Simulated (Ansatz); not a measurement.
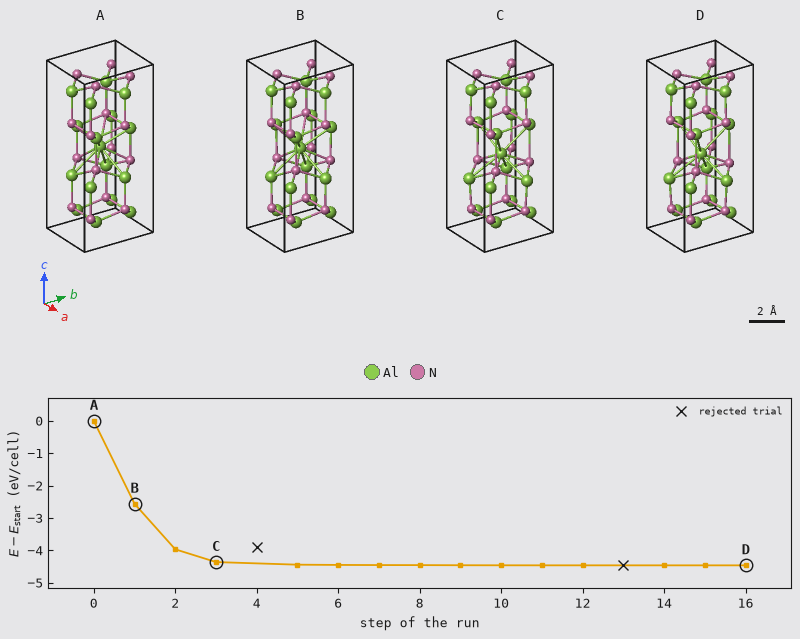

Frames of a relaxation of a defect cell of composition Al17N16, marked on the history of the run. Style: ball-and-stick. Shown: the cell of the calculation (origin shifted), slightly off an axis.

Case: Al interstitial, charge +0, atoms relaxed.

Level of theory: DFT PBE, scalar-relativistic, plane waves, PAW (Ansatz).

The input:
```yaml
crystal:
  lattice:
    - [3.1302084199, -5.4216800216, 0.0]
    - [-6.2604168399, 0.0, 0.0]
    - [0.0, 0.0, -10.0360866438]
  atoms:
    - { symbol: Al, position: [0.3333333333, 0.1666666667, 0.2503828871] }
    - { symbol: Al, position: [0.3333333333, 0.1666666667, 0.7503828871] }
    - { symbol: Al, position: [0.8333333333, 0.1666666667, 0.2503828871] }
    - { symbol: Al, position: [0.8333333333, 0.1666666667, 0.7503828871] }
    - { symbol: Al, position: [0.3333333333, 0.6666666667, 0.2503828871] }
    - { symbol: Al, position: [0.3333333333, 0.6666666667, 0.7503828871] }
    - { symbol: Al, position: [0.8333333333, 0.6666666667, 0.2503828871] }
    - { symbol: Al, position: [0.8333333333, 0.6666666667, 0.7503828871] }
    - { symbol: Al, position: [0.1666666667, 0.3333333333, 0.0003828871] }
    - { symbol: Al, position: [0.1666666667, 0.3333333333, 0.5003828871] }
    - { symbol: Al, position: [0.6666666667, 0.3333333333, 0.0003828871] }
    - { symbol: Al, position: [0.6666666667, 0.3333333333, 0.5003828871] }
    - { symbol: Al, position: [0.1666666667, 0.8333333333, 0.0003828871] }
    - { symbol: Al, position: [0.1666666667, 0.8333333333, 0.5003828871] }
    - { symbol: Al, position: [0.6666666667, 0.8333333333, 0.0003828871] }
    - { symbol: Al, position: [0.6666666667, 0.8333333333, 0.5003828871] }
    - { symbol: "N", position: [0.3333333333, 0.1666666667, 0.0596171129] }
    - { symbol: "N", position: [0.3333333333, 0.1666666667, 0.5596171129] }
    - { symbol: "N", position: [0.8333333333, 0.1666666667, 0.0596171129] }
    - { symbol: "N", position: [0.8333333333, 0.1666666667, 0.5596171129] }
    - { symbol: "N", position: [0.3333333333, 0.6666666667, 0.0596171129] }
    - { symbol: "N", position: [0.3333333333, 0.6666666667, 0.5596171129] }
    - { symbol: "N", position: [0.8333333333, 0.6666666667, 0.0596171129] }
    - { symbol: "N", position: [0.8333333333, 0.6666666667, 0.5596171129] }
    - { symbol: "N", position: [0.1666666667, 0.3333333333, 0.3096171129] }
    - { symbol: "N", position: [0.1666666667, 0.3333333333, 0.8096171129] }
    - { symbol: "N", position: [0.6666666667, 0.3333333333, 0.3096171129] }
    - { symbol: "N", position: [0.6666666667, 0.3333333333, 0.8096171129] }
    - { symbol: "N", position: [0.1666666667, 0.8333333333, 0.3096171129] }
    - { symbol: "N", position: [0.1666666667, 0.8333333333, 0.8096171129] }
    - { symbol: "N", position: [0.6666666667, 0.8333333333, 0.3096171129] }
    - { symbol: "N", position: [0.6666666667, 0.8333333333, 0.8096171129] }
    - { symbol: Al, position: [-0.0209016169, -0.0043558623, 0.9050231631], spin: 1.0 }
basis:
  ecutwfc: 420
  xc_grid: 2
kpoints:
  mp_grid: { grid: [2, 2, 2], shift: [0.0, 0.0, 0.0] }
hamiltonian:
  xc: pbe
scf:
  occupations: { method: gaussian, width: 0.02 }
output:
  forces: true
  stress: false
  eigenvalues: true
  populations: true
  write_density: true
  write_potential: true
  elf: true
  volumetric_format: npy
magnetization:
  spin_polarized: true
relax:
  adjacent_minimum: "off"
  f_tol: 0.02
  max_steps: 60
```

Launched with:
```bash
ansatz run input.yaml --threads 4 --pin off --max-ram 10240MiB --backend cpu --events-out ev --progress --plain --runs-dir out
```

Question: What happens along the run?

Answer: After 14 accepted moves (16 points after the start) the energy has fallen by 4.460 eV per cell of the calculation. The largest force component goes from 7.1 to 0.0095 eV/Å. The line search rejected the trial steps at points 4, 13 of the run. Al33 moves most: 0.43 Å along [1 0 −3]. By element the largest moves are Al 0.43 Å, N 0.21 Å. The cell doesn't change. Near-neighbour distances that change, for instance: N19–Al33 2.316 → 2.855 Å, N23–Al33 2.367 → 2.890 Å, Al15–N32 1.915 → 2.347 Å, Al15–Al33 1.946 → 2.371 Å. Among the angles between lasting bonds that change: N21–Al9–Al33 170.1° → 146.7°, N21–Al15–Al33 168.7° → 146.4°, N21–Al13–Al33 171.2° → 149.3°. The program noted that the starting moments weren't kept. The run may lie on a higher electronic state than the lowest, so the end point isn't shown to be the ground-state structure. Cost: 4.5 min on 4 threads of Arm Neoverse V1, on a shared host, peak memory 1.3 GiB. From step 0 to 1: Al15 moves most (0.11 Å), energy −2.560 eV per cell of the calculation. From step 1 to 3: Al33 moves most (0.31 Å), energy −1.799 eV per cell of the calculation. From step 3 to 16: N atoms move most (0.08 Å), energy −0.101 eV per cell of the calculation.

Limits of the set-up: the k-point mesh is coarse for a cell with partly filled bands; the periodic images lie only 6.3 Å apart, so the values are limited by the cell's size.
